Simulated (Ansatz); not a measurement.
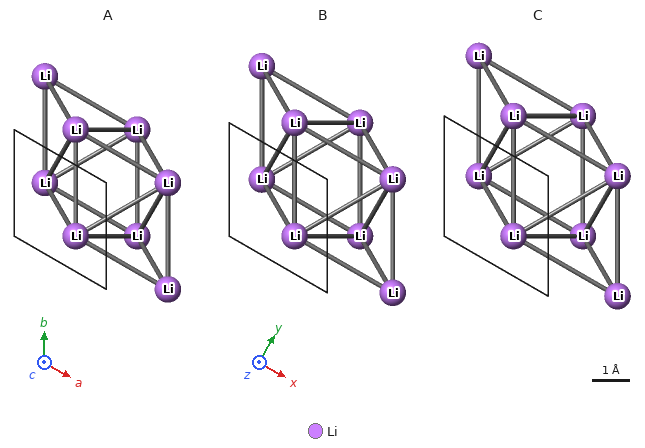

Frames of a one-coordinate scan of solid Li (P6_3/mmc). x, y and z are the Cartesian axes of the input. Style: ball-and-stick. Shown: the cell of the calculation, repeated 2 × 2 × 1 with one cell outlined, along the c axis.

Level of theory: Ansatz, DFT PBEsol, scalar-relativistic, plane waves, PAW. (plane-wave cutoff 420 eV; k-point mesh 18 × 18 × 10; occupations gaussian; smearing width 0.15 eV; no spin polarisation). Energies (free energies at the smearing named) are counted from the cell as listed in its source, which wasn't relaxed.

> Which coordinate changes from frame to frame?

The cell is strained equally along x and y, with the atoms kept at their fractional coordinates. In the frames the strain is −0.06 (A), 0.00 (B), 0.06 (C). Their energies are 5.8 meV/atom, 0.0 meV/atom, 23.8 meV/atom.
